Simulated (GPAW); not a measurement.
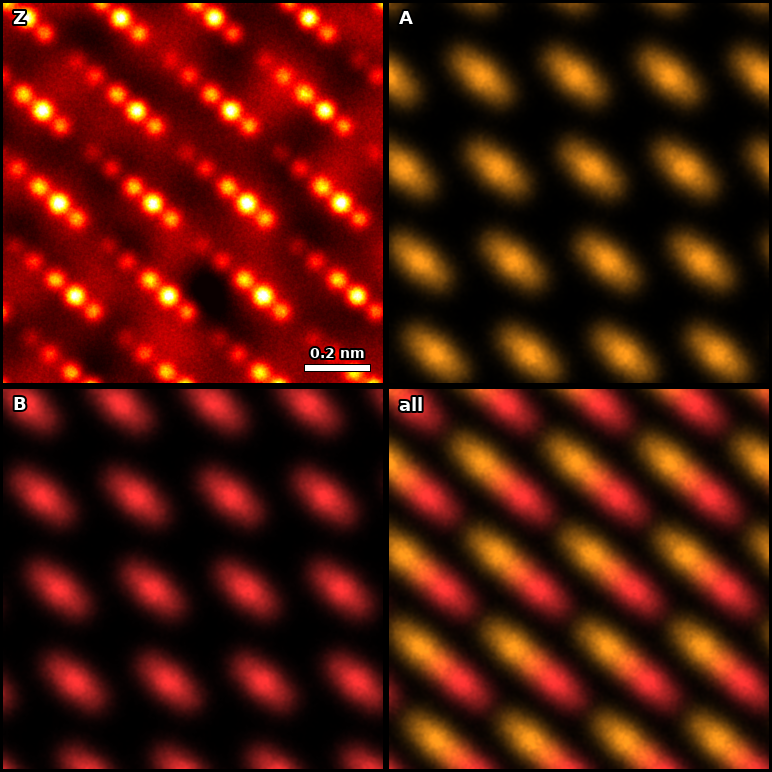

ZnS (P6_3mc, No. 186) along [421]. Panel Z: Simulation: incoherent imaging, intensity Z^1.7 per atom, probe width 0.50 Å, thin sample. The probe carries 15 % of its weight in a tail 2.5 times as wide. Shot noise and the speckle of an amorphous layer were added. The other panels are simulated element maps (the number of atoms of one element along the beam, blurred by 0.9 Å, with counting noise; each on its own scale, no channelling); the last overlays them. Model: an entry of the Crystallography Open Database, as set up for an electronic-structure calculation.

```
Zn S
1.0
     3.82270    0.00000    0.00000
    -1.91135    3.31056    0.00000
     0.00000    0.00000   12.52000
Zn S
4 4
Cartesian
  1.9113 1.1035 9.3900
  0.0000 2.2070 3.1300
  0.0000 0.0000 6.2600
  0.0000 0.0000 0.0000
  1.9113 1.1035 11.7375
  0.0000 2.2070 5.4775
  0.0000 0.0000 8.6075
  0.0000 0.0000 2.3475
```

### Which element does each lettered map show?

A: S, B: Zn. The projected cell (2.97 × 2.97 Å, 100°) holds 5 columns: 2 of Zn, 2 of S and 1 of Zn + S. Columns shared by several elements: Zn + S.
